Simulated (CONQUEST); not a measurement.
## A series of single points on Sc

System: Sc (I4/mmm, 2 atoms in the cell).
Method: Kohn-Sham DFT of a periodic cell, PBE, PseudoDojo NC PBE, no spin polarisation (CONQUEST 1.3).

The 7 runs differ only in the geometry, by an even scaling of the cell at fixed fractional positions. The structure derives from a Materials Project entry.

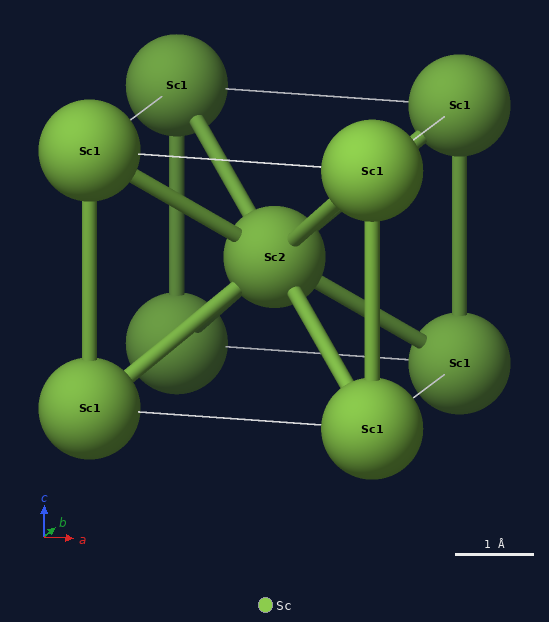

Figure 1. The structure of run 4 (ball-and-stick view of the cell of the calculation, set on other vectors, seen slightly off an axis; atoms are numbered from 1 in the order of the input).

## Input of run 4
```
IO.Title Sc
IO.Coordinates coords.dat
IO.FractionalAtomicCoords T
IO.Iprint 2
IO.Iprint_init 1
General.NumberOfSpecies 1
General.PseudopotentialType hamann
AtomMove.TypeOfRun static
AtomMove.FullStress T
Grid.PointsAlongX 36
Grid.PointsAlongY 40
Grid.PointsAlongZ 40
DM.SolutionMethod diagon
Diag.MPMesh T
Diag.GammaCentred T
Diag.MPMeshX 8
Diag.MPMeshY 7
Diag.MPMeshZ 7
Diag.kT 0.00183747
minE.SCTolerance 1e-6
SC.MaxIters 100
IO.AtomChargeOutput T
%block ChemicalSpeciesLabel
1 44.960 Sc
%endblock
```

Command:
```bash
Conquest
```

Lattice vectors (Å) and fractional positions of run 4:
```
   3.435206    0.000000    0.000000
   0.000000    3.834411    0.000000
   0.000000    0.000000    3.834411
Sc  0.000000  0.000000  0.000000
Sc  0.500000  0.500000  0.500000
```

Run 2 has the same physical settings and fractional positions; its lattice vectors (Å) are:
```
   3.388779    0.000000    0.000000
   0.000000    3.782588    0.000000
   0.000000    0.000000    3.782588
```

## Results, with one run withheld

```tsv
run	volume per atom (Å³)	free energy per atom, from the lowest run given (meV)	pressure (GPa)
1	23.738	11.93	3.32
2	24.243	?	?
3	24.748	1.53	0.54
4	25.253	0.00	0.00
5	25.758	2.40	−1.47
6	26.264	9.13	−2.81
7	26.769	18.16	−2.54
```

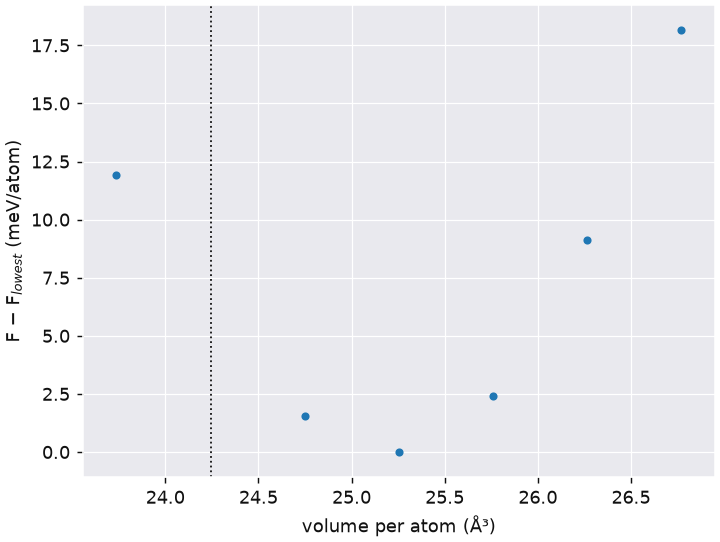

Figure 2. Free energy per atom of the runs given; the dotted line marks run 2.

Estimate the energy of run 2 from the others.

A cubic polynomial in V^(−2/3) (the Birch–Murnaghan form), fitted to the 6 runs given, misses them by at most 0.48 meV per atom. With x = V^(−2/3) − 0.11576 Å⁻², it reads F = 0.58454 − 1034.7 x + 7.3943e+05 x² − 2.6527e+07 x³ (meV per atom). At run 2 it gives 5.28 meV per atom, and the run itself gives 4.43. The slope of the fit gives a pressure −dF/dV of 1.72 GPa there, and the run prints 1.52 GPa. The two needn't agree exactly: the fit is approximate, and the printed stress is taken on a finite basis. The fit has its minimum at 25.152 Å³ per atom, where V d²F/dV² gives 52.4 GPa. Cell shape and fractional positions are held, so this is the stiffness under even scaling; the relaxed bulk modulus wasn't computed. So low a polynomial doesn't follow these energies more closely.

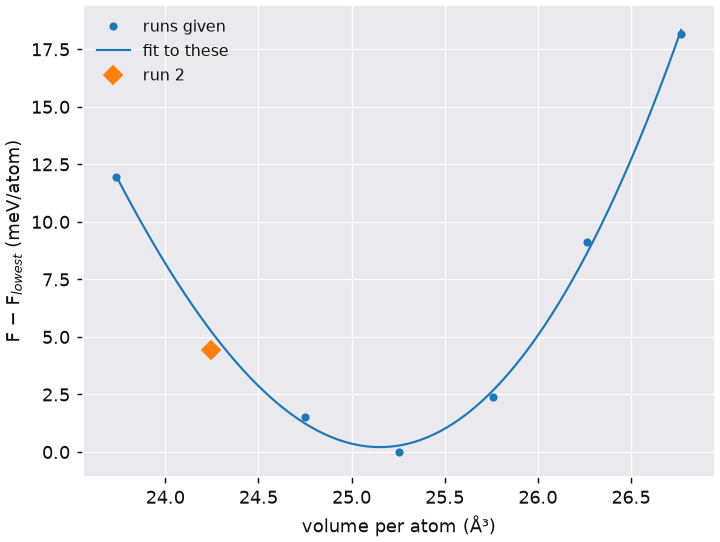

Figure 3. The fit and the withheld run.

## Some lines of the output (run 2)
```
[...]
          DFT Total Energy                 :       -96.755857811095311 Ha
          Free Energy (E-TS)               :       -96.764462349097855 Ha
          DFT Total Energy                 :       -96.762964049590835 Ha
          Free Energy (E-TS)               :       -96.764512642771848 Ha
          DFT Total Energy                 :       -96.762970649752262 Ha
          Free Energy (E-TS)               :       -96.764530270671983 Ha
          DFT Total Energy                 :       -96.762973326033404 Ha
          Free Energy (E-TS)               :       -96.764530684696055 Ha
          DFT Total Energy                 :       -96.762974289289929 Ha
          Free Energy (E-TS)               :       -96.764530372300030 Ha
          DFT Total Energy                 :       -96.762973801747677 Ha
      | Free Energy as E-TS      =       -96.764530372300030 Ha
      |* DFT total energy        =       -96.762973801747677 Ha
    force: Average pressure:      1.51781716 GPa
```

Notes: With a small basis of atomic orbitals these values can differ much from converged plane-wave results.
